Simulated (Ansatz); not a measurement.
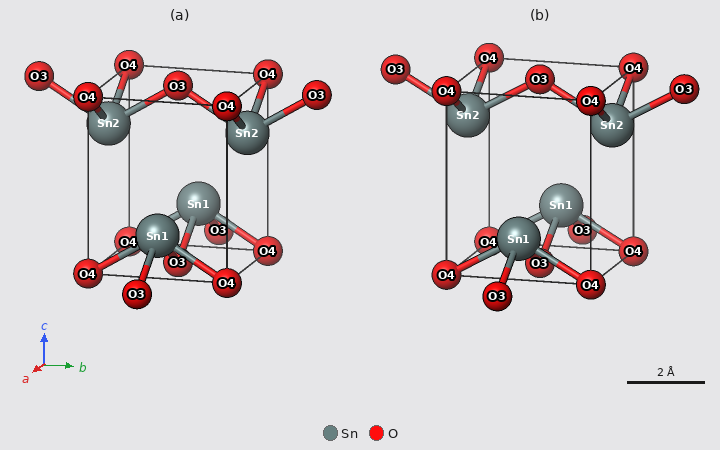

Left: crystalline SnO (built on the database structure type). Right: the same structure after one change, at the same scale. The picture is a ball-and-stick view of the cell of the calculation, seen slightly off an axis.

Computed with DFT, PBE, plane waves, PAW (Ansatz 0.2.0). Set-up: plane-wave cutoff 420 eV; k-point mesh 6 × 6 × 6; occupations fermi dirac; smearing width 0.02 eV; no spin polarisation.

Q: What was changed?

A: All lengths are scaled by +4.0 % (volume +12.5 %) and the Sn atoms are displaced by 0.09 Å relative to the cell: Sn1 0.09 Å along −c. No relaxation follows.

Q: How do the computed properties respond?

A: It lowers the energy by 10.6 meV per atom. Pressure: 5.4 GPa before, −0.4 GPa after. The principal stresses (compression positive) are 1.9 GPa along c and −1.5 GPa across it. The largest forces, 0.42 eV/Å, act on Sn1 and Sn2; on Sn1 it points along +c. The forces point straight back along the displacements (cosine −1.00). The metal becomes gapped: the band gap opens to 0.81 eV. Among the bonded contacts that change: O–Sn 2.216 → 2.261 Å. The space group stays P4/nmm (No. 129).
